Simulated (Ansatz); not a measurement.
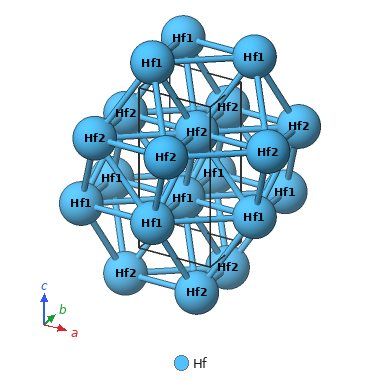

The system is Hf (P6_3/mmc, No. 194; 2 atoms in the cell); the picture shows the reference structure. The energy is mapped over two homogeneous strains (x along [1 0 0], y along [1 2 0], z along [0 0 1] of the conventional cell). Coordinates scanned: (1) strain +e along x and -e along y; (2) strain +e along z and -e/2 along x and y. Nothing is relaxed (fractional coordinates fixed). The scan uses a 5 × 5 grid. Points are written as (first, second). Energies are in meV/atom, from the lowest grid point. Method: DFT PBEsol, scalar-relativistic, plane waves, PAW in Ansatz 0.2.0. Settings: cutoff 420 eV, k-mesh 18×18×10 in the order of the run's cell vectors, gaussian smearing 0.15 eV, no spin polarisation.

Its coordinates:

```xyz
2
Lattice="3.1603 0.0000 0.0000 -1.5801 2.7369 0.0000 0.0000 0.0000 4.9962" Properties=species:S:1:pos:R:3 pbc="T T T"
Hf    0.0000    1.8246    1.2491
Hf    1.5801    0.9123    3.7472
```

Range: strain +e along x and -e along y from −15.0 to 15.0 %; strain +e along z and -e/2 along x and y from −15.0 to 15.0 %.

What will the energy surface look like?

Answer. The lowest grid point is at (0.0 %, 0.0 %). No other kind of well shows on this grid. The highest grid point, (−15.0 %, 15.0 %), lies 717 meV/atom above the lowest. Round the minimum the two coordinates are nearly uncoupled.

| second ↓, first → | −15.0 | −7.5 | 0.0 | 7.5 | 15.0 |
| --- | --- | --- | --- | --- | --- |
| 15.0 | 717 | 340 | 205 | 344 | 569 |
| 7.5 | 441 | 186 | 63 | 177 | 373 |
| 0.0 | 344 | 101 | 0 | 82 | 231 |
| −7.5 | 322 | 123 | 77 | 103 | 207 |
| −15.0 | 406 | 279 | 278 | 267 | 331 |

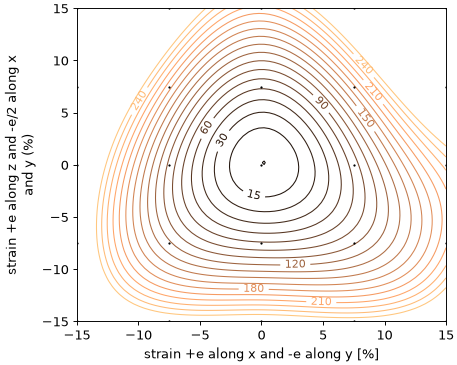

The picture shows contour lines labelled in meV/atom (none above 255), dots at the grid points. Between grid points the surface is interpolated.

Each point was launched as `ansatz run input.yaml --threads 1 --pin off --max-ram 2048MiB --backend cpu --events-out ev --progress --plain --runs-dir out`. The whole map (25 points run) took 24 min on 1 thread of Arm Neoverse N1, on a shared host.
